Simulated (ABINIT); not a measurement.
**Single-point calculation, with input and output: ZnO**

The run: single-point calculation of ZnO (2 atoms in the cell). Method and program: Kohn-Sham DFT of a periodic cell, RPBE, JTH PAW PBE v2.0, no spin polarisation (ABINIT 10.8.3).

The structure was built on a prototype by a generator; it need not be a known phase.

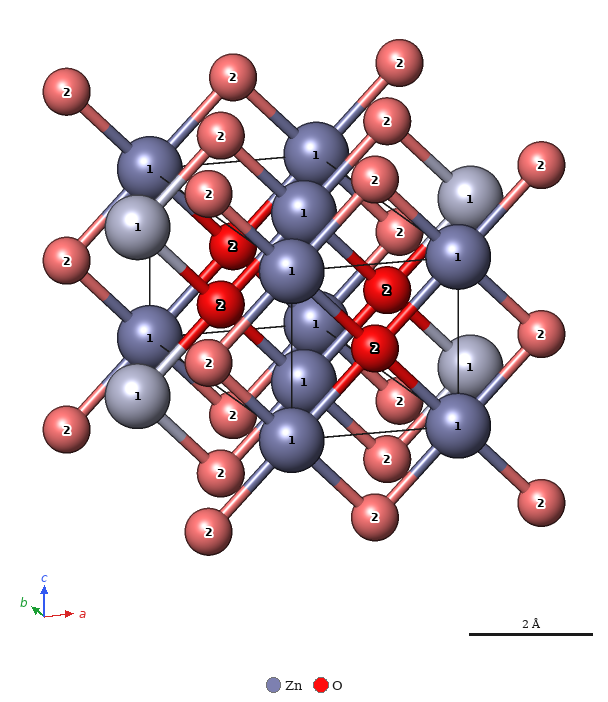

The structure (ball-and-stick view of the cell 2 times as large as that of the calculation, set on its symmetry axes, seen slightly off an axis; neighbours outside the cell are drawn fainter; atoms are numbered from 1 in the order of the input). An atom can appear more than once, as a periodic image. Near neighbours in the periodic cell (some may lie outside the picture): Zn has 4 O at 2.02 Å; O has 4 Zn at 2.02 Å.

**Input file**
```
pp_dirpath "./"
pseudos "Zn.GGA_PBE-JTH.xml, O.GGA_PBE-JTH.xml"

acell 3*1.0
rprim
     2.7084121736    -6.6652152196     0.0000000000
     2.7084121736     6.6652152196     0.0000000000
     0.0000000000     0.0000000000     5.3639687075
ntypat 2
znucl 30 8
natom 2
typat 1 2
xred
     0.0000000000     0.0000000000     0.0000000000
     0.5000000000     0.5000000000     0.5000000000
chkprim 0
chksymtnons 0
tolsym 1.0e-6

ecut 23.0
pawecutdg 45.0
pawxcdev 0

kptopt 1
ngkpt 12 12 11
nshiftk 1
shiftk 0.0 0.0 0.0

ixc 15

nband 13
occopt 4
tsmear 0.00367493

nstep 100
tolvrs 1.0e-9

iomode 3
prtwf 0
prtden 0
prteig 0
prtebands 0
enunit 2
```

Launch command:
```bash
abinit run.abi > log 2>&1
```

**The program's output**
```
.Version 10.8.3 of ABINIT
 Symmetries : space group Cm m m (# 65); Bravais oC (1-face-center ortho.)
================================================================================
 Values of the parameters that define the memory need of the present run
     intxc =       0    ionmov =       0      iscf =      17    lmnmax =      18
     lnmax =       6     mgfft =      32  mpssoang =       3    mqgrid =    3001
     natom =       2  nloc_mem =       2    nspden =       1   nspinor =       1
    nsppol =       1      nsym =       8    n1xccc =       1    ntypat =       2
    occopt =       4   xclevel =       2
       mpw =        1036          nfft =       24576          nkpt =         258
 PAW method is used; the additional fine FFT grid is defined by:
   mgfftf=        45    nfftf =     72900
================================================================================
================================================================================

--------------------------------------------------------------------------------
------------- Echo of variables that govern the present computation ------------
--------------------------------------------------------------------------------
 -outvars: echo values of preprocessed input variables --------
            acell      1.0000000000E+00  1.0000000000E+00  1.0000000000E+00 Bohr
              amu      6.53900000E+01  1.59994000E+01
          chkprim           0
      chksymtnons           0
             ecut      2.30000000E+01 Hartree
           enunit           2
                       outvar_i_n : Printing only first  50 k-points.
              ixc          15
                       outvar_i_n : Printing only first  50 k-points.
         kptrlatt       12    0    0      0   12    0      0    0   11
          kptrlen      5.90036558E+01
            natom           2
            nband          13
            ngfft          32      32      24
          ngfftdg          45      45      36
             nkpt         258
            nstep         100
             nsym           8
           ntypat           2
                       prtocc : prtvol=0, do not print more k-points.
           occopt           4
        pawecutdg      4.50000000E+01 Hartree
         pawxcdev           0
           prtden           0
        prtebands           0
           prteig           0
            prtwf           0
            rprim      2.7084121736E+00 -6.6652152196E+00  0.0000000000E+00
                       2.7084121736E+00  6.6652152196E+00  0.0000000000E+00
                       0.0000000000E+00  0.0000000000E+00  5.3639687075E+00
          spgroup          65
           tolsym      1.00000000E-06
           tolvrs      1.00000000E-09
           tsmear      3.67493000E-03 Hartree
            typat      1  2
           useylm           1
                       outvars : Printing only first  50 k-points.
           xangst      0.0000000000E+00  0.0000000000E+00  0.0000000000E+00
                       1.4332299990E+00  7.8419236301E-17  1.4192449990E+00
            xcart      0.0000000000E+00  0.0000000000E+00  0.0000000000E+00
                       2.7084121736E+00  1.4819087961E-16  2.6819843537E+00
             xred      0.0000000000E+00  0.0000000000E+00  0.0000000000E+00
                       5.0000000000E-01  5.0000000000E-01  5.0000000000E-01
            znucl       30.00000    8.00000

================================================================================

 chkinp: Checking input parameters for consistency.

================================================================================
== DATASET  1 ==================================================================

--- !DatasetInfo
iteration_state: {dtset: 1, }
dimensions: {natom: 2, nkpt: 258, mband: 13, nsppol: 1, nspinor: 1, nspden: 1, mpw: 1036, }
cutoff_energies: {ecut:  23.0, pawecutdg:  45.0, }
electrons: {nelect:   1.80000000E+01, charge:   0.00000000E+00, occopt:   4.00000000E+00, tsmear:   3.67493000E-03, }
meta: {optdriver: 0, ionmov: 0, optcell: 0, iscf: 17, paral_kgb: 0, }
...

 Exchange-correlation functional for the present dataset will be:
  GGA: RPBE functional - ixc=15
  Hammer, L. B. Hansen, and J. K. Norskov, PRB 59, 7413 (1999)

 Real(R)+Recip(G) space primitive vectors, cartesian coordinates (Bohr,Bohr^-1):
 R(1)=  2.7084122 -6.6652152  0.0000000  G(1)=  0.1846100 -0.0750163  0.0000000
 R(2)=  2.7084122  6.6652152  0.0000000  G(2)=  0.1846100  0.0750163  0.0000000
 R(3)=  0.0000000  0.0000000  5.3639687  G(3)=  0.0000000  0.0000000  0.1864291
 Unit cell volume ucvol=  1.9366234E+02 bohr^3
 Angles (23,13,12)=  9.00000000E+01  9.00000000E+01  1.35771239E+02 degrees

 Coarse grid specifications (used for wave-functions):

 getcut: wavevector=  0.0000  0.0000  0.0000  ngfft=  32  32  24
         ecut(hartree)=     23.000   => boxcut(ratio)=   2.06204

 Fine grid specifications (used for densities):

 getcut: wavevector=  0.0000  0.0000  0.0000  ngfft=  45  45  36
         ecut(hartree)=     45.000   => boxcut(ratio)=   2.02550

--- Pseudopotential description ------------------------------------------------
- pspini: atom type   1  psp file is ./Zn.GGA_PBE-JTH.xml
 Pseudopotential format is: paw10
 basis_size (lnmax)=  6 (lmn_size= 18), orbitals=   0   0   1   1   2   2
 Spheres core radius: rc_sph= 2.30769763
 Shapefunction is SIN type: shapef(r)=[sin(pi*r/rshp)/(pi*r/rshp)]**2
 Radius for shape functions =  1.80965103
 Compensation charge density is not taken into account in XC energy/potential

- pspini: atom type   2  psp file is ./O.GGA_PBE-JTH.xml
 Pseudopotential format is: paw10
 basis_size (lnmax)=  4 (lmn_size=  8), orbitals=   0   0   1   1
 Spheres core radius: rc_sph= 1.41465230
 Shapefunction is SIN type: shapef(r)=[sin(pi*r/rshp)/(pi*r/rshp)]**2
 Radius for shape functions =  1.20231231
 Compensation charge density is not taken into account in XC energy/potential

   2.31077141E+02                                ecore*ucvol(ha*bohr**3)
--------------------------------------------------------------------------------

================================================================================

--- !BeginCycle
iteration_state: {dtset: 1, }
solver: {iscf: 17, nstep: 100, nline: 4, wfoptalg: 10, }
tolerances: {tolvrs: 1.00E-09, }
...

     iter   Etot(hartree)      deltaE(h)  residm     nres2
 ETOT  1  -80.032928134682    -8.003E+01 7.157E+00 8.360E+00
 ETOT  2  -80.403315597344    -3.704E-01 6.220E-01 7.262E+00
 ETOT  3  -80.388960340608     1.436E-02 3.431E-01 8.343E-01
 ETOT  4  -80.392839999581    -3.880E-03 9.219E-02 1.935E+00
 ETOT  5  -80.392009240081     8.308E-04 8.192E-02 1.059E+00
 ETOT  6  -80.391179843062     8.294E-04 2.541E-02 1.803E-01
 ETOT  7  -80.391391278638    -2.114E-04 1.529E-02 2.388E-01
 ETOT  8  -80.391434269448    -4.299E-05 1.787E-02 1.377E-01
 ETOT  9  -80.391252662127     1.816E-04 6.493E-03 3.465E-03
 ETOT 10  -80.391303517630    -5.086E-05 6.480E-03 8.317E-03
 ETOT 11  -80.391296497747     7.020E-06 1.107E-02 3.053E-03
 ETOT 12  -80.391293274203     3.224E-06 6.751E-03 6.023E-05
 ETOT 13  -80.391296712069    -3.438E-06 1.247E-02 2.006E-03
 ETOT 14  -80.391294598063     2.114E-06 6.392E-03 9.844E-05
 ETOT 15  -80.391295646484    -1.048E-06 6.669E-03 1.105E-04
 ETOT 16  -80.391295534947     1.115E-07 4.232E-03 1.448E-05
 ETOT 17  -80.391295560840    -2.589E-08 2.362E-03 8.624E-07
 ETOT 18  -80.391295565392    -4.552E-09 1.688E-03 8.081E-08
 ETOT 19  -80.391295566218    -8.259E-10 9.842E-04 3.118E-08
 ETOT 20  -80.391295566286    -6.847E-11 9.260E-04 5.703E-09
 ETOT 21  -80.391295566298    -1.209E-11 6.679E-04 9.385E-09
 ETOT 22  -80.391295566285     1.364E-11 7.695E-04 3.017E-10

 At SCF step   22       nres2   =  3.02E-10 < tolvrs=  1.00E-09 =>converged.

 Cartesian components of stress tensor (hartree/bohr^3)
  sigma(1 1)= -1.39049553E-04  sigma(3 2)=  0.00000000E+00
  sigma(2 2)= -4.59803346E-05  sigma(3 1)=  0.00000000E+00
  sigma(3 3)= -1.36717868E-04  sigma(2 1)=  0.00000000E+00

--- !ResultsGS
iteration_state: {dtset: 1, }
comment   : Summary of ground state results
lattice_vectors:
- [  2.7084122,  -6.6652152,   0.0000000, ]
- [  2.7084122,   6.6652152,   0.0000000, ]
- [  0.0000000,   0.0000000,   5.3639687, ]
lattice_lengths: [   7.19448,    7.19448,    5.36397, ]
lattice_angles: [ 90.000,  90.000, 135.771, ] # degrees, (23, 13, 12)
lattice_volume:   1.9366234E+02
convergence: {deltae:  1.364E-11, res2:  3.017E-10, residm:  7.695E-04, diffor: null, }
etotal    :  -8.03912956E+01
entropy   :   0.00000000E+00
fermie    :   1.93815723E-01
cartesian_stress_tensor: # hartree/bohr^3
- [ -1.39049553E-04,   0.00000000E+00,   0.00000000E+00, ]
- [  0.00000000E+00,  -4.59803346E-05,   0.00000000E+00, ]
- [  0.00000000E+00,   0.00000000E+00,  -1.36717868E-04, ]
pressure_GPa:   3.1554E+00
xred      :
- [  0.0000E+00,   0.0000E+00,   0.0000E+00, Zn]
- [  5.0000E-01,   5.0000E-01,   5.0000E-01,  O]
cartesian_forces: # hartree/bohr
- [ -0.00000000E+00,  -0.00000000E+00,  -0.00000000E+00, ]
- [ -0.00000000E+00,  -0.00000000E+00,  -0.00000000E+00, ]
force_length_stats: {min:   0.00000000E+00, max:   0.00000000E+00, mean:   0.00000000E+00, }
...

 Integrated electronic density in atomic spheres:
 ------------------------------------------------
 Atom  Sphere_radius  Integrated_density
    1        2.30770         10.77217289
    2        1.41465          4.54245809

================================================================================

 ----iterations are completed or convergence reached----

 Mean square residual over all n,k,spin=   71.573E-08; max=  76.951E-05
 reduced coordinates (array xred) for    2 atoms
       0.000000000000      0.000000000000      0.000000000000
       0.500000000000      0.500000000000      0.500000000000
 rms dE/dt=  0.0000E+00; max dE/dt=  0.0000E+00; dE/dt below (all hartree)
    1       0.000000000000      0.000000000000      0.000000000000
    2       0.000000000000      0.000000000000      0.000000000000

 cartesian coordinates (angstrom) at end:
    1      0.00000000000000     0.00000000000000     0.00000000000000
    2      1.43322999902906     0.00000000000000     1.41924499904008

 cartesian forces (hartree/bohr) at end:
    1     -0.00000000000000    -0.00000000000000    -0.00000000000000
    2     -0.00000000000000    -0.00000000000000    -0.00000000000000
 frms,max,avg= 0.0000000E+00 0.0000000E+00   0.000E+00  0.000E+00  0.000E+00 h/b

 cartesian forces (eV/Angstrom) at end:
    1     -0.00000000000000    -0.00000000000000    -0.00000000000000
    2     -0.00000000000000    -0.00000000000000    -0.00000000000000
 frms,max,avg= 0.0000000E+00 0.0000000E+00   0.000E+00  0.000E+00  0.000E+00 e/A
 length scales=  1.000000000000  1.000000000000  1.000000000000 bohr
              =  0.529177210544  0.529177210544  0.529177210544 angstroms
 Fermi (or HOMO) energy (hartree) =   0.19382   Average Vxc (hartree)=  -0.32917
 Eigenvalues (hartree) for nkpt= 258  k points:
 kpt#   1, nband= 13, wtk=  0.00063, kpt=  0.0000  0.0000  0.0000 (reduced coord)
  -0.49442   -0.03389   -0.02841   -0.01802   -0.01641   -0.00772    0.08996    0.09790
   0.09964    0.18959    0.54866    0.56638    0.71247
      occupation numbers for kpt#   1
   2.00000    2.00000    2.00000    2.00000    2.00000    2.00000    2.00000    2.00000
   2.00000    2.13861    0.00000    0.00000    0.00000
 prteigrs : prtvol=0 or 1, do not print more k-points.

 Fermi (or HOMO) energy (eV) =   5.27399   Average Vxc (eV)=  -8.95724
 Eigenvalues (   eV  ) for nkpt= 258  k points:
 kpt#   1, nband= 13, wtk=  0.00063, kpt=  0.0000  0.0000  0.0000 (reduced coord)
 -13.45391   -0.92216   -0.77320   -0.49044   -0.44663   -0.20999    2.44789    2.66390
   2.71141    5.15907   14.92982   15.41208   19.38722
 prteigrs : prtvol=0 or 1, do not print more k-points.

--- !EnergyTerms
iteration_state     : {dtset: 1, }
comment             : Components of total free energy in Hartree
kinetic             :  1.41609382269540E+01
hartree             :  2.53615061233854E+01
xc                  : -4.67054766946645E+00
Ewald energy        : -4.77877322418597E+01
psp_core            :  1.19319608550067E+00
local_psp           : -8.61931617776140E+01
PAW spherical_terms :  1.75444864436411E+01
internal            : -8.03913148094590E+01
'-kT*entropy'       :  1.24584820383084E-05
total_energy        : -8.03913023509770E+01
total_energy_eV     : -2.18755877908988E+03
...

--- !EnergyTermsDC
iteration_state     : {dtset: 1, }
comment             : '"Double-counting" decomposition of free energy'
band_energy         : -7.28370108918157E-01
Ewald energy        : -4.77877322418597E+01
psp_core            :  1.19319608550067E+00
xc_dc               : -2.41263261680301E+01
PAW spherical_terms : -8.94207559145955E+00
internal            : -8.03913080247669E+01
'-kT*entropy'       :  1.24584820383084E-05
total_energy_dc     : -8.03912955662848E+01
total_energy_dc_eV  : -2.18755859446900E+03
...

--- !EnergyTermsWithPAWCore
iteration_state     : {dtset: 1, }
comment             : 'Components of total free energy, including PAW core contributions'
Total energy        : -1.87158671552812E+03
Total energy DC     : -1.87158670874343E+03
Total energy (eV)   : -5.09284690090826E+04
Total energy DC (eV): -5.09284688244617E+04
...

 Cartesian components of stress tensor (hartree/bohr^3)
  sigma(1 1)= -1.39049553E-04  sigma(3 2)=  0.00000000E+00
  sigma(2 2)= -4.59803346E-05  sigma(3 1)=  0.00000000E+00
  sigma(3 3)= -1.36717868E-04  sigma(2 1)=  0.00000000E+00

-Cartesian components of stress tensor (GPa)         [Pressure=  3.1554E+00 GPa]
- sigma(1 1)= -4.09097909E+00  sigma(3 2)=  0.00000000E+00
- sigma(2 2)= -1.35278815E+00  sigma(3 1)=  0.00000000E+00
- sigma(3 3)= -4.02237854E+00  sigma(2 1)=  0.00000000E+00

== END DATASET(S) ==============================================================
================================================================================

 -outvars: echo values of variables after computation  --------
            acell      1.0000000000E+00  1.0000000000E+00  1.0000000000E+00 Bohr
           etotal     -8.0391295566E+01
            fcart     -0.0000000000E+00 -0.0000000000E+00 -0.0000000000E+00
                      -0.0000000000E+00 -0.0000000000E+00 -0.0000000000E+00
            rprim      2.7084121736E+00 -6.6652152196E+00  0.0000000000E+00
                       2.7084121736E+00  6.6652152196E+00  0.0000000000E+00
                       0.0000000000E+00  0.0000000000E+00  5.3639687075E+00
           strten     -1.3904955315E-04 -4.5980334575E-05 -1.3671786767E-04
                       0.0000000000E+00  0.0000000000E+00  0.0000000000E+00
           xangst      0.0000000000E+00  0.0000000000E+00  0.0000000000E+00
                       1.4332299990E+00  7.8419236301E-17  1.4192449990E+00
             xred      0.0000000000E+00  0.0000000000E+00  0.0000000000E+00
                       5.0000000000E-01  5.0000000000E-01  5.0000000000E-01
 Calculation completed.
```

**Summary**

```tsv
quantity	value
outcome	converged
space group (tolerance 0.01 Å)	Cmmm (65)
electrons treated	18
free energy	−2187.5586 eV
Fermi energy	5.274 eV
gap on the k-point mesh	none (metallic)
pressure	3.16 GPa
largest force (length of the vector)	under 0.001 eV/Å
hardware	1 thread of Arm Neoverse V1, 24 GiB of memory available, shared host
wall time	3 min
peak memory	0.21 GiB
```
